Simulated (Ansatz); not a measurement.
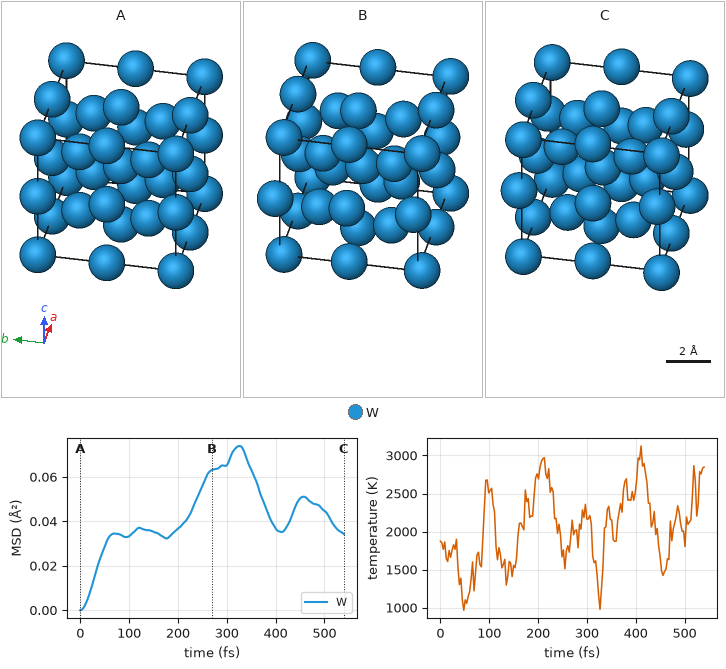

First-principles dynamics of a 16-atom cell of W, 540 fs long. The cell was cut from the bcc crystal. Frames (A at 0 fs, B at 270 fs, C at 540 fs) and the history of the run. A spheres-only model of the simulation cell, seen from a free direction.

Theory: DFT LDA, scalar-relativistic, plane waves, PAW in Ansatz. Settings: plane-wave cutoff 420 eV; k-point mesh 2 × 2 × 2; Fermi-Dirac smearing 0.17 eV; low-accuracy preset; volume 1.05 times that of the relaxed crystal; Langevin thermostat (NVT); set temperature 2000 K; time step 3 fs; friction 0.02 per fs.

> What do the frames and curves show?

Over the second half the temperature averages 2166 K (spread ±430 K). The potential energy is still drifting at the end, so the run hasn't reached equilibrium. The potential energy in the second half lies on average 283 meV per atom above the first frame. Root-mean-square distances from the starting positions over the second half, with the common drift of all atoms taken out: W 0.23 Å. That is small against the typical shortest distance between atoms in the first frame, about 2.8 Å: the atoms vibrate about their sites and the arrangement holds.

Limits of the set-up: the k-point mesh is coarse for a cell with partly filled bands; the program's low-accuracy preset was used.
